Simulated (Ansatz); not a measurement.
System: SrO, space group I4/mmm (No. 139), 2 atoms in the cell, rocksalt type, uniaxial (z) strain −5.2%.

```
Sr O
1.0
     0.00000    2.57989    2.44496
     2.57989    0.00000    2.44496
     2.57989    2.57989    0.00000
Sr O
1 1
Cartesian
  0.0000 0.0000 0.0000
  2.5799 2.5799 2.4450
```

Level of theory: DFT, PBE, plane waves, PAW, no spin polarisation, 8×8×8 k mesh; code Ansatz.

What will the density of states look like?

There is a gap; over the k points computed it is 2.99 eV (indirect; the smallest direct gap is 3.21 eV). The upper group of valence states starts about 2.4 eV under the valence-band top, with a gap beneath it; it holds about 6 electrons a cell. Within the window shown, the tallest peak of the filled states lies 0.7 eV under the valence-band top, at about 4.9 states per eV and cell.

The cell is at 8 GPa in this functional.

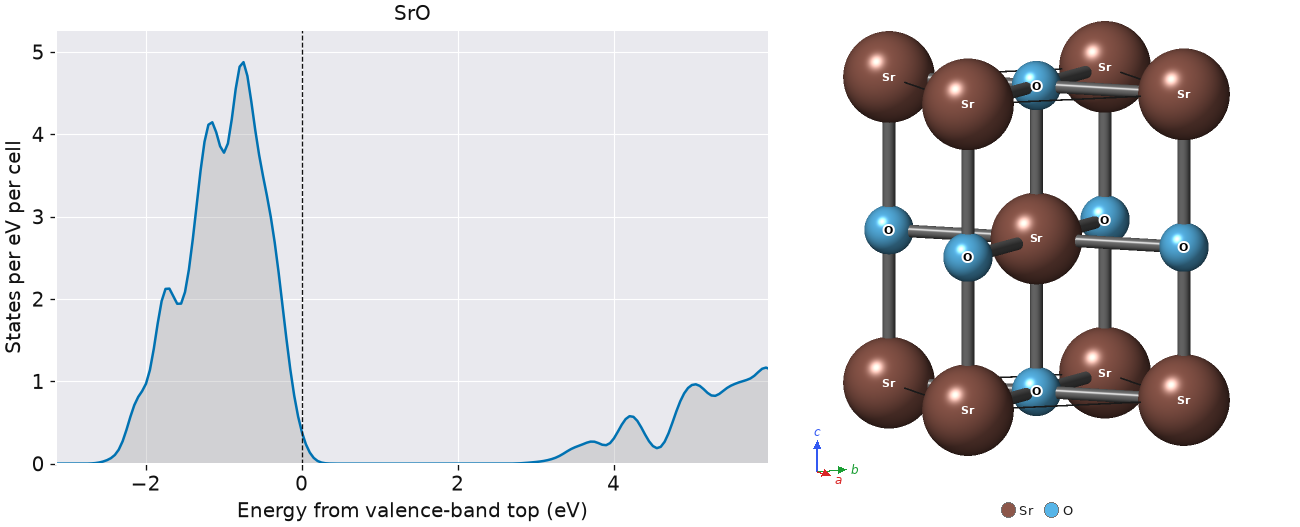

Density of states, beside the structure. Energies are counted from the top of the valence band. The curve is built from the levels of the k mesh with Gaussians 0.3 eV wide, which also blur the band edges.
